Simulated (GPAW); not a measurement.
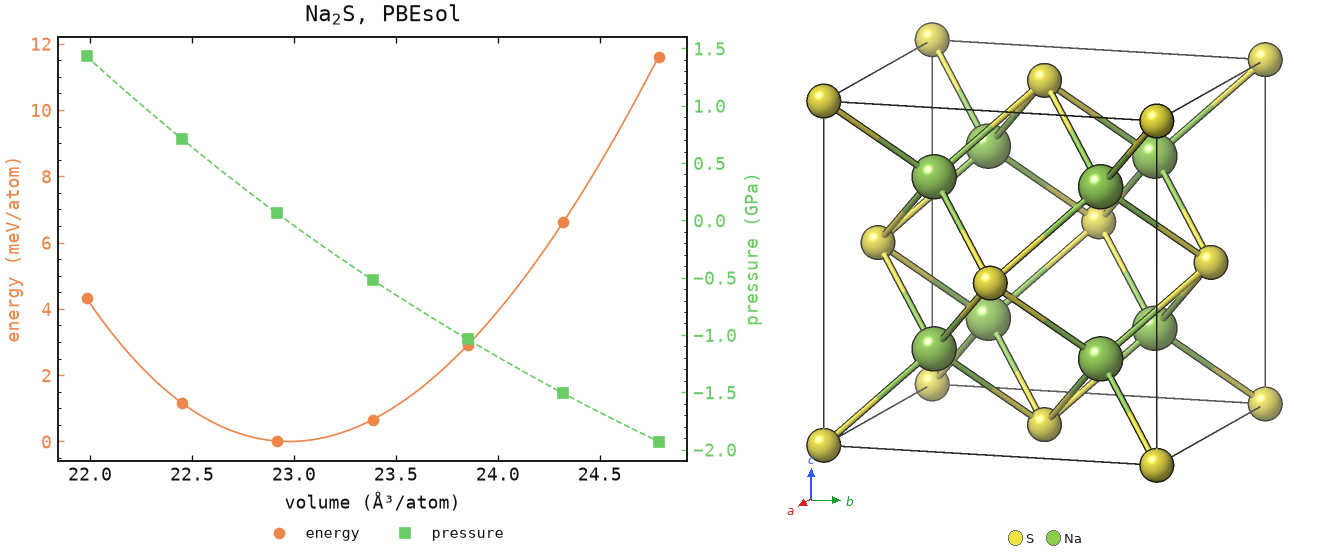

The figure shows the energy and pressure against volume for Na₂S, space group Fm-3m (No. 225). The conventional cell is drawn beside the plot.

Starting cell:
```
CELL_PARAMETERS angstrom
0.00000 3.27350 3.27350
3.27350 0.00000 3.27350
3.27350 3.27350 0.00000
ATOMIC_POSITIONS crystal
S 0.00000 0.00000 0.00000
Na 0.75000 0.75000 0.75000
Na 0.25000 0.25000 0.25000
```

How it was computed, with GPAW 26.7.0: PAW DFT in plane waves, on a grid or in atomic orbitals, no spin polarisation; energies at scaled volumes of the given cell, shape and fractions fixed, counted from the fit's minimum, third-order Birch-Murnaghan fit. Level: PBEsol.

```
         setting                                                value
          k mesh                                                7×7×7
     occupations                                          Fermi–Dirac
  smearing width                                              0.05 eV
      potentials  PAW data sets made by gpaw setup for the functional
     wave cutoff                                               800 eV
program settings                                             basis pw
```

**What equilibrium volume and bulk modulus follow from the curve?**

A third-order Birch–Murnaghan fit gives V0 = 22.98 Å³/atom, B0 = 29.8 GPa and B′ = 4.4.

**How does the pressure vary with volume?**

It falls from 1.43 GPa at volume 21.98 Å³/atom to −1.93 GPa at 24.79 Å³/atom, and changes sign near 22.97 Å³/atom.

The computed values:

```tsv
volume (Å³/atom)	energy (meV/atom)	pressure (GPa)
21.98	4.32	1.43
22.45	1.16	0.71
22.92	0.01	0.06
23.39	0.66	-0.52
23.85	2.92	-1.04
24.32	6.62	-1.51
24.79	11.61	-1.93
```
